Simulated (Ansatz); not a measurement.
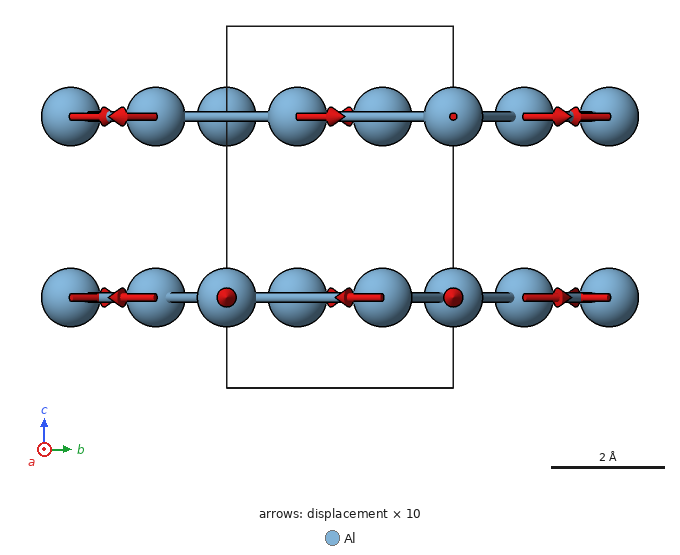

A relaxation of solid Al (built on the random type) (coarse preliminary run). The starting structure is drawn; red arrows show the displacements (the part carried along by the change of the cell is left out), 10 times their true length.

The picture is a ball-and-stick view of the cell of the calculation, seen along the a axis.

Case: random cell with space group P6_3/mcm (No. 193).

These are results of DFT PBE, scalar-relativistic, plane waves, PAW in Ansatz, not measurements. (plane-wave cutoff 420 eV; k-point mesh 6 × 6 × 4; occupations gaussian; smearing width 0.1 eV; no spin polarisation; cell and atoms relaxed; force threshold 0.04 eV/Å; at most 70 steps)

**What did the optimiser do to the structure, and how much energy did it gain?**

Over 7 accepted moves (9 points after the start) the energy falls by 2.021 eV per cell of the calculation. The largest force component goes from 1.3 to 0.0001 eV/Å. The pressure goes from 0.40 to 0.22 GPa. The line search rejected the trial step at point 6 of the run. The SCF was repeated once at an unchanged geometry on a basis and grid sized afresh for the cell, which shifted the energy by 0.4 meV per cell of the calculation at most. The largest moves relative to the cell, 0.100 Å, are those of Al atoms. The volume changes by −17.6 %, with a = b 4.667 → 4.810 Å (+3.1 %), c 6.452 → 5.003 Å (−22.5 %). Near-neighbour distances that change, for instance: Al–Al 2.526 → 2.777 Å, Al–Al 2.782 → 2.777 Å. Among the angles between lasting bonds that change: Al–Al–Al 114.0° → 120.0°, Al–Al–Al 174.0° → 180.0°, Al–Al–Al 63.0° → 60.0°. The space group (tolerance 0.01 Å) goes from P6_3/mcm (No. 193) to P6_3/mmc (No. 194). The run took about 14 core-seconds on a shared host.
